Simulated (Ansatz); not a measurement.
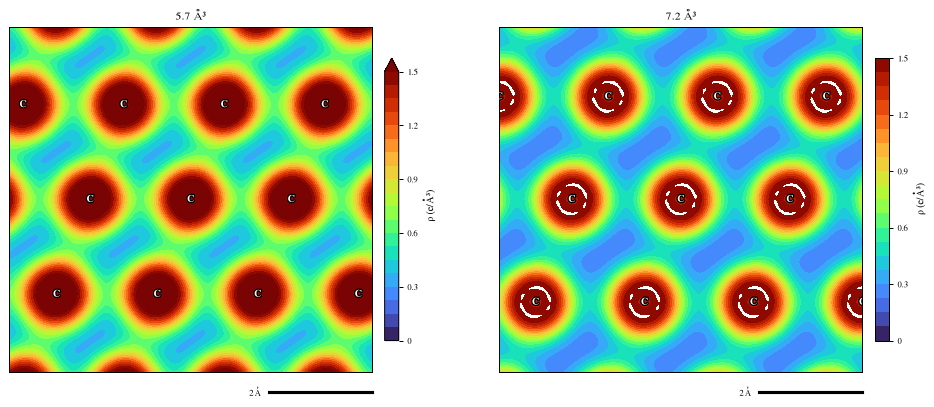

C. The valence electron density of cells scaled evenly to different volumes (given per atom above each panel), on the (101̄) plane of each (indices in the axes of the cell below), at one length scale and on one colour scale.

A generated structure, not necessarily the stable one.

All numbers below come from Ansatz, DFT, PBEsol, plane waves (420 eV) with PAW, scalar-relativistic.

Core electrons are frozen (PAW), and the valence fields are smoothed inside the atomic spheres.

The largest cell:

```cif
data_structure
_symmetry_space_group_name_H-M 'P 1'
_symmetry_Int_Tables_number 1
_cell_length_a 2.1082
_cell_length_b 2.1082
_cell_length_c 2.1082
_cell_angle_alpha 109.471
_cell_angle_beta 109.471
_cell_angle_gamma 109.471
_cell_volume 7.21
loop_
_atom_site_label
_atom_site_type_symbol
_atom_site_fract_x
_atom_site_fract_y
_atom_site_fract_z
_atom_site_occupancy
C1 C 0.00000 0.00000 0.00000 1
```

| volume (Å³/atom) | C–C contact in the plane (Å) | ρ at its midpoint (e/Å³) | pressure (GPa) | 
| --- | --- | --- | --- |
| 5.67 | 1.945 | 0.652 | 34.5 | 
| 6.18 | 2.003 | ? | ? | 
| 7.21 | 2.108 | 0.467 | −19.2 | 

Q: What values belong in the row with question marks?

A: Over the known rows ln ρ falls by 2.05 per Å of C–C distance (the line through the two), which gives 0.579 e/Å³ at 2.003 Å; the calculation gives 0.580 e/Å³. For the pressure, a straight line in volume between the neighbouring rows gives 16.7 GPa; the calculation gives 9.0, lower because pressure rises ever faster on compression.
